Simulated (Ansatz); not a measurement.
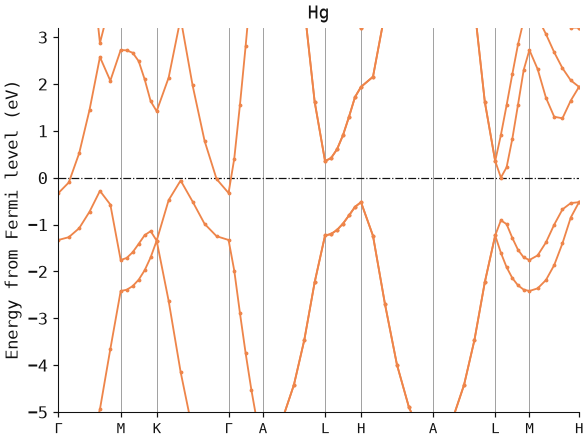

Band structure. Energies are counted from the Fermi level. The path runs straight from each named point to the next. The path has few k points, so lines between them are rough.

> What lattice type does the k path imply?

A hexagonal (primitive) lattice: the path Γ–M–K–Γ–A–L–H–A–L–M–H runs through the special points of its Brillouin zone.

Structure: Hg, space group P6_3/mmc (No. 194), 2 atoms in the cell, a structure borrowed from another compound; a = 3.44 Å, b = 3.44 Å, c = 5.42 Å, α = 90.00°, β = 90.00°, γ = 60.00°.

Level of theory: DFT with r2SCAN, PAW plane waves, no spin polarisation, 11×11×6 k mesh, 500 eV cutoff, Fermi-Dirac smearing of 0.1 eV; code Ansatz 0.2.0.

> Does this material conduct, going by its bands?

A metal: bands cross the Fermi level along this path.

> Which levels at H lie nearest to the Fermi level?

At H the nearest levels lie 0.52 eV below and 1.94 eV above the Fermi level.

The structure was built from a prototype or by substitution, so it need not be a known phase. Spin-orbit coupling is left out, which matters for Hg.
